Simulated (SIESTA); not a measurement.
## A series of single points on V

System: V (P6₃/mmc, 2 atoms in the cell).
Method: Kohn-Sham DFT of a periodic cell, PBEsol, PseudoDojo 0.4 standard, converted to PSML, spin-polarised (SIESTA 5.4.2).

The 7 runs differ only in the geometry, by an even scaling of the cell at fixed fractional positions. The structure derives from a Materials Project entry.

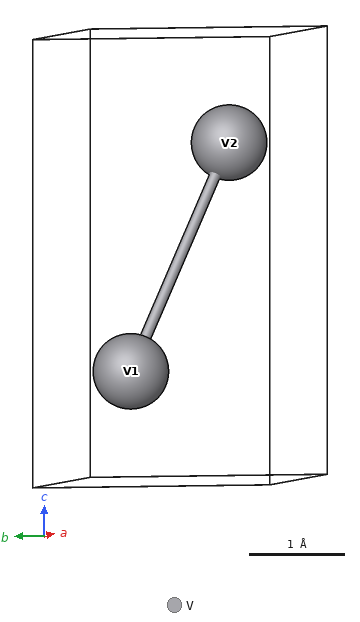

Figure 1. The structure of run 4 (ball-and-stick view of the cell of the calculation, seen at an oblique angle; atoms are numbered from 1 in the order of the input). An atom can appear more than once, as a periodic image.

## Input of run 4
```
SystemName                      V
SystemLabel                     V
NumberOfSpecies                 1
NumberOfAtoms                   2
%block ChemicalSpeciesLabel
  1  23 V
%endblock ChemicalSpeciesLabel

LatticeConstant                 1.0 Ang
%block LatticeVectors
     2.6042941027     0.0000000000     0.0000000000
    -1.3021470513     2.2553848518     0.0000000000
     0.0000000000     0.0000000000     4.7233360000
%endblock LatticeVectors
AtomicCoordinatesFormat         Fractional
%block AtomicCoordinatesAndAtomicSpecies
     0.3333333333     0.6666666667     0.2500000000  1  V
     0.6666666667     0.3333333333     0.7500000000  1  V
%endblock AtomicCoordinatesAndAtomicSpecies

%block kgrid.MonkhorstPack
   12   0   0  0.0
    0  12   0  0.0
    0   0   6  0.0
%endblock kgrid.MonkhorstPack
XC.Functional                   GGA
XC.Authors                      PBEsol
PAO.BasisSize                   DZP
PAO.EnergyShift                 0.003 Ry
Mesh.Cutoff                     800 Ry
Spin                            polarized
%block DM.InitSpin
    1   2.000
    2   2.000
%endblock DM.InitSpin
OccupationFunction              FD
ElectronicTemperature           0.05 eV
MaxSCFIterations                200
SCF.MustConverge                false
SCF.Mixer.Method                Pulay
SCF.Mixer.Weight                0.1
SCF.Mixer.History               10
SCF.DM.Tolerance                5.0e-05
SCF.H.Tolerance                 1.0e-03 eV
WriteForces                     true
Charge.Mulliken                 end
Charge.Hirshfeld                end
Charge.Voronoi                  end
SaveRho                         true
SaveElectrostaticPotential      true
%block PAO.Basis
  V 5
  n=3 0 2
    2.997 0.000
  n=4 0 2
    8.412 0.000
  n=3 1 2
    3.380 0.000
  n=4 1 1
    8.412
  n=3 2 2
    5.772 0.000
%endblock PAO.Basis
```

Command:
```bash
siesta < V.fdf > V.out 2>&1
```

Run 2 has the same physical settings and fractional positions; its lattice vectors (Å) are:
```
   2.569097    0.000000    0.000000
  -1.284548    2.224903    0.000000
   0.000000    0.000000    4.659499
```

## Results, with one run withheld

```csv
run,volume per atom (Å³),"free energy per atom, from the lowest run given (meV)",pressure (GPa)
1,13.039,4.22,5.43
2,13.317,?,?
3,13.594,0.00,−2.65
4,13.872,7.53,−6.05
5,14.149,20.96,−9.35
6,14.427,39.65,−12.19
7,14.704,62.99,−14.62
```

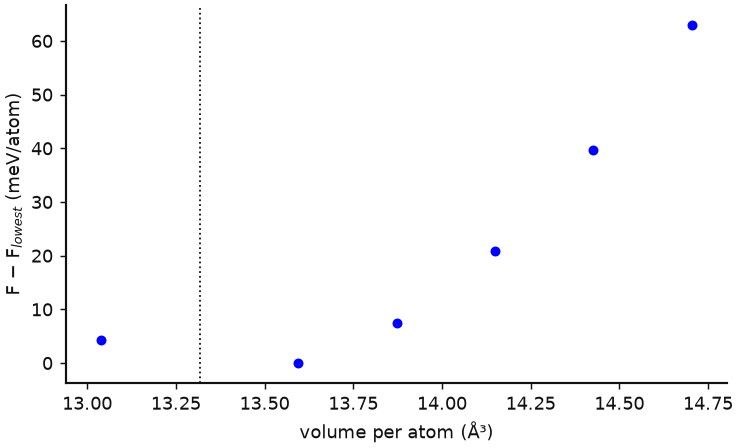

Figure 2. Free energy per atom of the runs given; the dotted line marks run 2.

Estimate the energy of run 2 from the others.

A cubic polynomial in V^(−2/3) (the Birch–Murnaghan form), fitted to the 6 runs given, misses them by at most 0.07 meV per atom. With x = V^(−2/3) − 0.17260 Å⁻², it reads F = 10.608 − 5285.6 x + 5.7349e+05 x² − 9.2977e+05 x³ (meV per atom). At run 2 it gives −1.37 meV per atom, and the run itself gives −1.30. The slope of the fit gives a pressure −dF/dV of 1.16 GPa there, and the run prints 1.15 GPa. The fit has its minimum at 13.399 Å³ per atom, where V d²F/dV² gives 187 GPa. Cell shape and fractional positions are held, so this is the stiffness under even scaling; the relaxed bulk modulus wasn't computed.

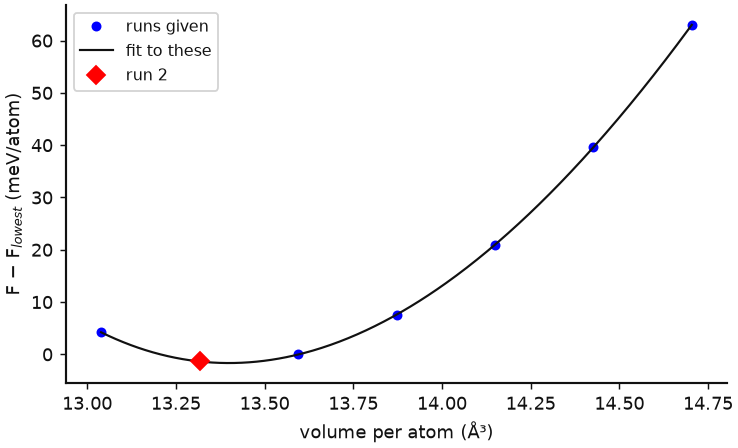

Figure 3. The fit and the withheld run.

## Some lines of the output (run 2)
```
[...]
outcell: Cell volume (Ang**3)        :     26.6337
stepf: Fermi-Dirac step function
siesta: Etot    =     -4009.654579
siesta: FreeEng =     -4009.668864
        iscf     Eharris(eV)        E_KS(eV)     FreeEng(eV)     dDmax    Ef(eV) dHmax(eV)
siesta: E_KS(eV) =            -4011.2193
siesta: E_KS - E_eggbox =     -4011.2193
siesta: Etot    =     -4011.219271
siesta: FreeEng =     -4011.242752
siesta:         Fermi =      -8.073784
siesta: Cell volume =         26.633654 Ang**3
    Orbital volume contribution        =           2.641200 eV
```

Notes: Points of doubt noted for this run: mulliken charges of long orbitals. With a small basis of atomic orbitals these values can differ much from converged plane-wave results.
